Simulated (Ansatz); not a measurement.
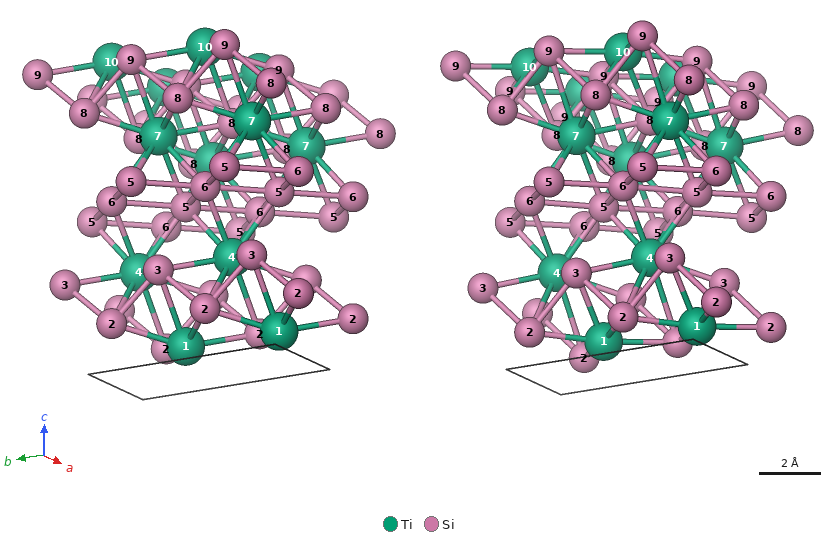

Two geometries of a slab of composition Ti2Si3 (cut from the Cmcm phase), drawn at one scale. One is the start of a relaxation, the other its converged end. A ball-and-stick model of the 1 × 2 repeat of the cell, outlined in the plane, without the vacuum, seen from a free direction.

Method: Ansatz 0.2.0, DFT r2SCAN, scalar-relativistic, plane waves, PAW. (plane-wave cutoff 500 eV; k-point mesh 10 × 10 × 1; occupations gaussian; smearing width 0.1 eV; no spin polarisation; dipole correction; atoms relaxed in a fixed cell; force threshold 0.02 eV/Å; at most 60 steps)

### Which geometry has the lower energy?

The right one is the relaxed one. Case: (0 1 0) slab, atoms relaxed. The slab is the (0 1 0) face of TiSi2. The energy falls by 0.573 eV per cell of the calculation in 6 geometry steps. Largest force component: 1.4 eV/Å at the start, 0.0021 eV/Å at the end. The largest moves relative to the layer's centre, 0.29 Å, are those of Si2 and Si9. Si2 goes along the normal (−c). By element the largest moves are Si 0.29 Å, Ti 0.17 Å. The cell doesn't change. Among the contacts that change: Si2–Ti4 2.806 → 3.030 Å, Si8–Ti10 2.806 → 2.596 Å, Ti1–Ti4 3.309 → 3.156 Å, Si2–Si3 2.379 → 2.507 Å. Among the angles between lasting bonds that change: Si2–Ti1–Si2 152.8° → 173.5°, Si2–Ti1–Si3 104.3° → 115.8°, Si3–Ti1–Si3 77.9° → 85.6°. The run took 14 min on 1 thread of Arm Neoverse V2, on a shared host, peak memory 1.3 GiB.
